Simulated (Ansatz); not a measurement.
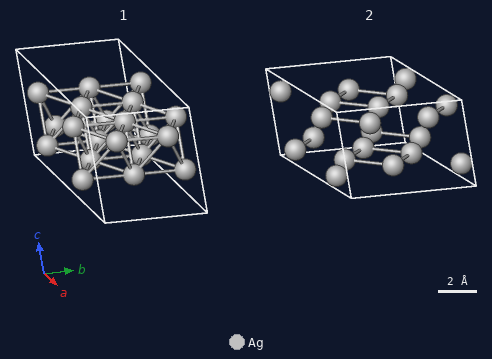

Two geometries of a crystal of Ag (built on the O_12 type) (coarse preliminary run), drawn at one scale. One is the start of a relaxation, the other its converged end. Style: ball-and-stick. Shown: the conventional cell (2 times the calculation's cell), slightly off an axis. Lengths and directions refer to the drawn axes.

All numbers below come from Ansatz, DFT PBE, scalar-relativistic, plane waves, PAW. (plane-wave cutoff 420 eV; k-point mesh 4 × 4 × 4; occupations gaussian; smearing width 0.1 eV; no spin polarisation; cell and atoms relaxed; force threshold 0.04 eV/Å; at most 70 steps)

### Which geometry has the lower energy?

Structure 1 is the relaxed one. Case: O type (C2/m, No. 12). The largest moves relative to the cell, 1.09 Å, are those of Ag atoms. The drawn cell changes as follows: a 10.159 → 10.189 Å (+0.3 %), b 7.180 → 5.897 Å (−17.9 %), c 4.730 → 5.828 Å (+23.2 %), β 116.3° → 124.9°; the volume changes by −7.1 %. Near-neighbour distances that change, for instance: Ag–Ag 1.527 → 2.914 Å, Ag–Ag 3.833 → 2.949 Å, Ag–Ag 3.698 → 2.943 Å, Ag–Ag 3.682 → 2.949 Å. New bonds form: Ag–Ag (3.68 → 2.95 Å), Ag–Ag (3.70 → 2.94 Å). Among the angles between lasting bonds that change: Ag–Ag–Ag 90.5° → 60.3°, Ag–Ag–Ag 89.7° → 119.7°, Ag–Ag–Ag 89.7° → 60.3°. The space group (tolerance 0.01 Å) goes from C2/m (No. 12) to Immm (No. 71). After 13 accepted moves (17 points after the start) the energy has fallen by 13756 meV per atom. The largest force component goes from 120 to 0.00021 eV/Å. The pressure goes from 242.62 to −0.04 GPa. The line search rejected the trial steps at points 8, 14 of the run. The SCF was repeated twice at an unchanged geometry on a basis and grid sized afresh for the cell, which shifted the energy by 5.6 meV per atom at most.
